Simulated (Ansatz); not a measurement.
Input file:

```
crystal:
  lattice:
    - [-2.0072525626, 2.0072525626, 2.8614434712]
    - [2.0072525626, -2.0072525626, 2.8614434712]
    - [2.0072525626, 2.0072525626, -2.8614434712]
  atoms:
    - { symbol: Al, position: [0.75, 0.25, 0.5] }
    - { symbol: Al, position: [0.25, 0.75, 0.5] }
    - { symbol: Cu, position: [0.5, 0.5, 0.0] }
basis:
  ecutwfc: 420
kpoints:
  mp_grid: { grid: [14, 14, 14] }
hamiltonian:
  xc: pbesol
scf:
  occupations: { method: gaussian, width: 0.1 }
output:
  forces: true
  stress: true
  eigenvalues: true
  write_density: true
  write_potential: true
  elf: true
  volumetric_format: npy
```

Launched as:

```sh
ansatz run input.yaml --threads 1 --pin off --max-ram 1331MiB --backend cpu --events-out ev --progress --plain --runs-dir out
```

Below, planes, directions and counts refer to the conventional cell (a = 4.01 Å, b = 4.01 Å, c = 5.72 Å, α = 90.00°, β = 90.00°, γ = 90.00°).

Space group I4/mmm; a structure from a database of computed crystals, not necessarily the ambient phase; changed on purpose from its base cell (strained and moved within the space group); computed without spin polarisation.

Level of theory: DFT PBEsol, scalar-relativistic, plane waves, PAW (Ansatz).

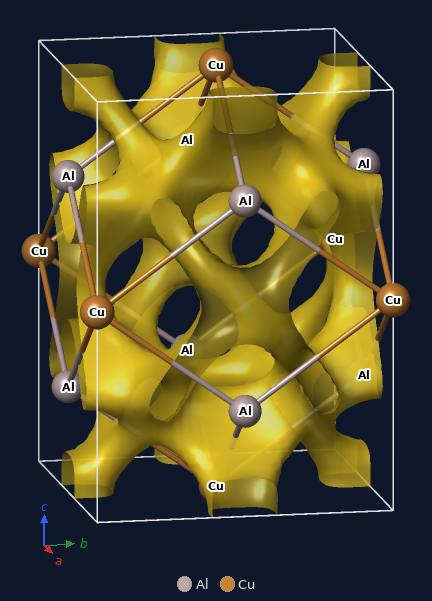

Al₂Cu. Isosurface of the ELF at 0.55 (yellow), seen at an oblique angle. Core shells and regions of very low density are left out. Sticks mark near contacts.

Core electrons are frozen (PAW), and the valence fields are smoothed inside the atomic spheres.

Where are the electrons localised?

Answer. The surface consists of one network that runs through the whole crystal, counted in one cell of 6 atoms. Any copies at cell faces, edges or corners count once.

Values along the shortest contacts:
Al–Cu (2.46 Å): the ELF peaks at about 0.70 between the atoms.
